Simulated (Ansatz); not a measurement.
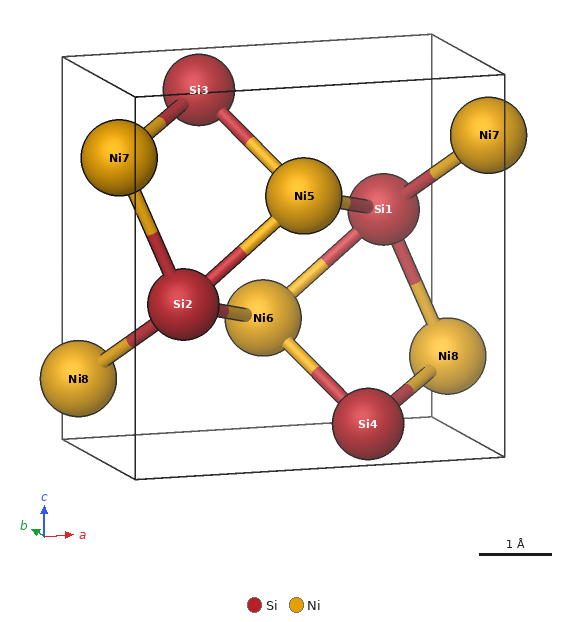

Figure 1. The structure (ball-and-stick view of the cell of the calculation, set on other vectors, seen slightly off an axis; atoms are numbered from 1 in the order of the input).

**NiSi: a changed input and its effect**

System: NiSi (Pnma, 8 atoms in the cell).
Method of the first run: DFT r2SCAN, scalar-relativistic, plane waves, PAW, no spin polarisation (Ansatz 0.2.0).

The structure derives from a Materials Project entry. Text and figures count atoms from 1; the logs count them from 0 in places.

## Input, the first run
```yaml
crystal:
  lattice:
    - [5.44370238, 0.0, 0.0]
    - [0.0, 5.44370238, 0.0]
    - [0.0, 0.0, 3.2318357997]
  atoms:
    - { symbol: Si, position: [0.8202689938, 0.4209199828, 0.75] }
    - { symbol: Si, position: [0.1797310062, 0.5790800172, 0.25] }
    - { symbol: Si, position: [0.3202689938, 0.0790800172, 0.75] }
    - { symbol: Si, position: [0.6797310062, 0.9209199828, 0.25] }
    - { symbol: Ni, position: [0.5058489668, 0.3145456483, 0.25] }
    - { symbol: Ni, position: [0.4941510332, 0.6854543517, 0.75] }
    - { symbol: Ni, position: [0.0058489668, 0.1854543517, 0.25] }
    - { symbol: Ni, position: [0.9941510332, 0.8145456483, 0.75] }
basis:
  ecutwfc: 500
kpoints:
  mp_grid: { grid: [7, 7, 11] }
hamiltonian:
  xc: r2scan
scf:
  occupations: { method: gaussian, width: 0.1 }
output:
  forces: true
  stress: true
  eigenvalues: true
```

Command:
```bash
ansatz run input.yaml --threads 8 --pin off --max-ram 20480MiB --backend cpu --events-out ev --progress --plain --runs-dir out
```

Hardware: 8 threads of Arm Neoverse N1, 98 GiB of memory available, shared host.

## Output, shortened to warnings, some set-up lines, iterations and results (the first run)
```
Basis set: ecut = 500 eV, 2427 PW (Γ), exchange–correlation on 160×160×96 points (64 copies of the dense FFT grid, shifted against one another)
Symmetry: 8 space group operations
k-points: 96 of 539
Initial density: superposition of atomic densities (neutral atoms: chi_scale 0, normalization atom), corrected by the library's trained network
[...]
SCF iter   1: F=—  HF=-25940.810565 eV  |F-HF|=—  |Δ(HF+E_count)|=         —  Δρ=3.02e-2  dr2=7.35e-1  dr2_τ=2.31e-1  ethr=1.77e-3  ⟨swp⟩=7.1  Hψ=20302  notcnv=0  defer=24
SCF iter   2: F=—  HF=-25941.085904 eV  |F-HF|=—  |Δ(HF+E_count)|=   2.75e-1  Δρ=2.60e-2  dr2=3.34e-1  dr2_τ=4.28e-3  ethr=8.35e-4  ⟨swp⟩=3.0  Hψ=9327  notcnv=0  defer=253
SCF iter   3: F=—  HF=-25941.026029 eV  |F-HF|=—  |Δ(HF+E_count)|=   5.99e-2  Δρ=7.18e-3  dr2=5.24e-2  dr2_τ=8.30e-5  ethr=3.80e-4  ⟨swp⟩=2.1  Hψ=7511  notcnv=0  defer=253
SCF iter   4: F=—  HF=-25941.018902 eV  |F-HF|=—  |Δ(HF+E_count)|=   7.13e-3  Δρ=2.22e-3  dr2=2.42e-3  dr2_τ=2.84e-5  ethr=5.95e-5  ⟨swp⟩=1.3  Hψ=6210  notcnv=0  defer=250
SCF iter   5: F=—  HF=-25941.019464 eV  |F-HF|=—  |Δ(HF+E_count)|=   5.62e-4  Δρ=1.08e-3  dr2=6.36e-4  dr2_τ=1.87e-5  ethr=2.76e-6  ⟨swp⟩=2.0  Hψ=8922  notcnv=0  defer=250
SCF iter   6: F=—  HF=-25941.019535 eV  |F-HF|=—  |Δ(HF+E_count)|=   7.08e-5  Δρ=6.94e-4  dr2=2.73e-4  dr2_τ=1.65e-6  ethr=7.22e-7  ⟨swp⟩=2.0  Hψ=7524  notcnv=0  defer=250
SCF iter   7: F=—  HF=-25941.019560 eV  |F-HF|=—  |Δ(HF+E_count)|=   2.56e-5  Δρ=2.79e-4  dr2=4.32e-5  dr2_τ=4.89e-7  ethr=3.10e-7  ⟨swp⟩=1.0  Hψ=4838  notcnv=0  defer=250
SCF iter   8: F=—  HF=-25941.019562 eV  |F-HF|=—  |Δ(HF+E_count)|=   1.27e-6  Δρ=7.48e-5  dr2=3.76e-6  dr2_τ=5.49e-8  ethr=4.91e-8  ⟨swp⟩=2.3  Hψ=7849  notcnv=0  defer=250
SCF iter   9: F=—  HF=-25941.019562 eV  |F-HF|=—  |Δ(HF+E_count)|=   6.28e-7  Δρ=2.44e-5  dr2=3.60e-7  dr2_τ=4.42e-9  ethr=4.28e-9  ⟨swp⟩=2.4  Hψ=8604  notcnv=0  defer=250
SCF iter  10: F=-25941.019562 eV  HF=-25941.019562 eV  |F-HF|=2.66e-10  |Δ(HF+E_count)|=   3.00e-8  Δρ=1.95e-6  dr2=4.69e-9  dr2_τ=4.12e-11  ethr=1.14e-10  ⟨swp⟩=10.7  …
SCF 1 converged in 10 iterations: F = -25941.019562 eV  dr2 = 4.69e-9
SCF converged after 10 iterations
Free energy (F): -25941.019562 eV
Harris-Foulkes:  -25941.019562 eV  (|F-HF|=2.66e-10)
Internal energy: -25941.007842 eV  (E = F + TS)
E sigma→0 (E₀):  -25941.013702 eV
Entropy (-TS):   -0.011720 eV (-1.465 meV/atom)
Fermi energy:    14.863817 eV
--- Per-component energies (eV) ---
  E_band       = -1386.300251
  E_kinetic    = 1311.880890
  E_local      = -17823.638616  (includes V_loc(G=0)·N_el)
  E_nonlocal   = 2652.382796
  E_hartree    = 7682.430873
  E_xc         = -530.392697
  E_vxc        = -683.225933  (∫ρ·V_xc dr)
  E_paw        = -8654.581898  (= ΣΔE_a)
  E_vpaw       = -2253.503125  (= ΣTr[D̂ρ^β])
  E_aug_tail   = 0.000970  (compensation charges beyond the density's cutoff)
  E_vtau       = 44.934806  (kinetic-family band-sum trace: ∫τ·v_τ [+ j·A + Jᵃ·Aᵃ] dr)
  E_ewald      = -10577.584155
  E_core_change = -1.506006  (= ΣΔE_core)
  E_smearing   = -0.011720  (= −TS)
  E_closure    = 0.000000  (closes the sum)
  Σ components = -25941.019562   (vs F -25941.019562, Δ=0.00e0)
--- Forces (eV/Å), atoms counted from 1 ---
  atom   1  Si    -0.00265286     0.00227945     0.00000000
  atom   2  Si     0.00265286    -0.00227945     0.00000000
  atom   3  Si    -0.00265286    -0.00227945     0.00000000
  atom   4  Si     0.00265286     0.00227945     0.00000000
  atom   5  Ni    -0.00141775    -0.00503856     0.00000000
  atom   6  Ni     0.00141775     0.00503856     0.00000000
  atom   7  Ni    -0.00141775     0.00503856     0.00000000
  atom   8  Ni     0.00141775    -0.00503856     0.00000000
  max |Σ_I F_I| component: 2.60e-18 eV/Å
--- Stress (GPa, compression-positive) ---
       -8.441408       0.000000       0.000000
        0.000000       4.678300       0.000000
        0.000000       0.000000      -0.041775
  P = ⅓ Tr σ = -1.2683 GPa (-12.683 kbar)
```

The input of the second run differs as follows (lines with − go, lines with + come):
```diff
-  mp_grid: { grid: [7, 7, 11] }
+  mp_grid: { grid: [5, 5, 7] }
+  algorithm: density_mixing
```

How does the second run compare with the first run?

The free energy of the second run is 0.50 meV per atom higher, which comes mainly from the change of mesh; a solver setting shouldn't move a converged energy. The number of SCF iterations is the same. The irreducible k-points go from 96 to 36. On the same kind of shared host the second run took about 0.41 times as long.

## Output, shortened to warnings, some set-up lines, iterations and results (the second run)
```
Basis set: ecut = 500 eV, 2427 PW (Γ), exchange–correlation on 160×160×96 points (64 copies of the dense FFT grid, shifted against one another)
Symmetry: 8 space group operations
k-points: 36 of 175
Initial density: superposition of atomic densities (neutral atoms: chi_scale 0, normalization atom), corrected by the library's trained network
[...]
SCF iter   1: F=—  HF=-25940.807125 eV  |F-HF|=—  |Δ(HF+E_count)|=         —  Δρ=3.00e-2  dr2=7.29e-1  dr2_τ=2.31e-1  ethr=1.77e-3  ⟨swp⟩=7.2  Hψ=7629  notcnv=0  defer=6
SCF iter   2: F=—  HF=-25941.081176 eV  |F-HF|=—  |Δ(HF+E_count)|=   2.74e-1  Δρ=2.59e-2  dr2=3.30e-1  dr2_τ=4.22e-3  ethr=8.29e-4  ⟨swp⟩=3.0  Hψ=3498  notcnv=0  defer=91
SCF iter   3: F=—  HF=-25941.022255 eV  |F-HF|=—  |Δ(HF+E_count)|=   5.89e-2  Δρ=7.27e-3  dr2=5.36e-2  dr2_τ=8.89e-5  ethr=3.75e-4  ⟨swp⟩=2.1  Hψ=2813  notcnv=0  defer=91
SCF iter   4: F=—  HF=-25941.014952 eV  |F-HF|=—  |Δ(HF+E_count)|=   7.30e-3  Δρ=2.29e-3  dr2=2.55e-3  dr2_τ=2.87e-5  ethr=6.09e-5  ⟨swp⟩=1.3  Hψ=2335  notcnv=0  defer=88
SCF iter   5: F=—  HF=-25941.015491 eV  |F-HF|=—  |Δ(HF+E_count)|=   5.39e-4  Δρ=1.07e-3  dr2=6.13e-4  dr2_τ=1.84e-5  ethr=2.90e-6  ⟨swp⟩=2.0  Hψ=3377  notcnv=0  defer=88
SCF iter   6: F=—  HF=-25941.015551 eV  |F-HF|=—  |Δ(HF+E_count)|=   6.01e-5  Δρ=7.14e-4  dr2=2.90e-4  dr2_τ=1.72e-6  ethr=6.97e-7  ⟨swp⟩=2.0  Hψ=2822  notcnv=0  defer=88
SCF iter   7: F=—  HF=-25941.015576 eV  |F-HF|=—  |Δ(HF+E_count)|=   2.52e-5  Δρ=3.01e-4  dr2=5.02e-5  dr2_τ=5.46e-7  ethr=3.30e-7  ⟨swp⟩=1.0  Hψ=1820  notcnv=0  defer=88
SCF iter   8: F=—  HF=-25941.015589 eV  |F-HF|=—  |Δ(HF+E_count)|=   1.34e-5  Δρ=7.93e-5  dr2=4.20e-6  dr2_τ=5.84e-8  ethr=5.71e-8  ⟨swp⟩=2.3  Hψ=2983  notcnv=0  defer=88
SCF iter   9: F=—  HF=-25941.015590 eV  |F-HF|=—  |Δ(HF+E_count)|=   6.58e-7  Δρ=2.81e-5  dr2=4.73e-7  dr2_τ=5.47e-9  ethr=4.78e-9  ⟨swp⟩=2.5  Hψ=3272  notcnv=0  defer=88
SCF iter  10: F=-25941.015590 eV  HF=-25941.015590 eV  |F-HF|=4.77e-10  |Δ(HF+E_count)|=   3.12e-8  Δρ=1.92e-6  dr2=4.56e-9  dr2_τ=4.60e-11  ethr=1.14e-10  ⟨swp⟩=10.8  …
SCF 1 converged in 10 iterations: F = -25941.015590 eV  dr2 = 4.56e-9
SCF converged after 10 iterations
Free energy (F): -25941.015590 eV
Harris-Foulkes:  -25941.015590 eV  (|F-HF|=4.77e-10)
Internal energy: -25941.002533 eV  (E = F + TS)
E sigma→0 (E₀):  -25941.009061 eV
Entropy (-TS):   -0.013057 eV (-1.632 meV/atom)
Fermi energy:    14.876851 eV
--- Per-component energies (eV) ---
  E_band       = -1386.384399
  E_kinetic    = 1311.848420
  E_local      = -17823.388762  (includes V_loc(G=0)·N_el)
  E_nonlocal   = 2652.241909
  E_hartree    = 7682.272290
  E_xc         = -530.391074
  E_vxc        = -683.232343  (∫ρ·V_xc dr)
  E_paw        = -8654.496125  (= ΣΔE_a)
  E_vpaw       = -2253.342645  (= ΣTr[D̂ρ^β])
  E_aug_tail   = 0.000970  (compensation charges beyond the density's cutoff)
  E_vtau       = 44.938775  (kinetic-family band-sum trace: ∫τ·v_τ [+ j·A + Jᵃ·Aᵃ] dr)
  E_ewald      = -10577.584155
  E_core_change = -1.506006  (= ΣΔE_core)
  E_smearing   = -0.013057  (= −TS)
  E_closure    = -0.000000  (closes the sum)
  Σ components = -25941.015590   (vs F -25941.015590, Δ=0.00e0)
--- Forces (eV/Å), atoms counted from 1 ---
  atom   1  Si    -0.01314086    -0.01582091     0.00000000
  atom   2  Si     0.01314086     0.01582091     0.00000000
  atom   3  Si    -0.01314086     0.01582091     0.00000000
  atom   4  Si     0.01314086    -0.01582091     0.00000000
  atom   5  Ni    -0.00537997     0.02109776     0.00000000
  atom   6  Ni     0.00537997    -0.02109776     0.00000000
  atom   7  Ni    -0.00537997    -0.02109776     0.00000000
  atom   8  Ni     0.00537997     0.02109776     0.00000000
  max |Σ_I F_I| component: 0.00e0 eV/Å
--- Stress (GPa, compression-positive) ---
       -7.870762       0.000000       0.000000
        0.000000       4.151956       0.000000
        0.000000       0.000000      -0.252911
  P = ⅓ Tr σ = -1.3239 GPa (-13.239 kbar)
```

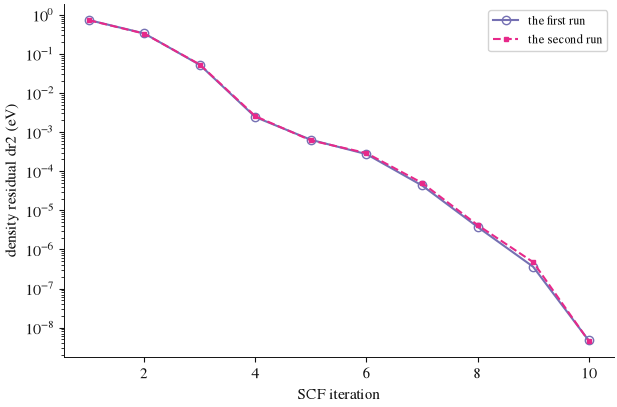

Figure 2. Convergence of the two runs: density residual dr2 against the SCF iteration. The first run takes 10 iterations in all, and the second run takes 10.

## The two runs side by side

```csv
quantity,the first run,the second run
outcome,converged,converged
free energy per atom (eV),−3242.6274,−3242.6269
"energy per atom, smearing taken to zero (eV)",−3242.6267,−3242.6261
gap on the mesh (eV),0.00,0.00
pressure (GPa),−1.27,−1.32
largest force (eV/Å),0.005,0.022
SCF iterations,10,10
irreducible k-points,96,36
plane waves at Γ,2427,2427
wall time (shared host),19 s,7.7 s
```

For both runs: The run has no spin polarisation, so a magnetic state may lie lower. For the second run: These settings are looser than, or depart from, a standard set-up, so the numbers are not reference values for this system.
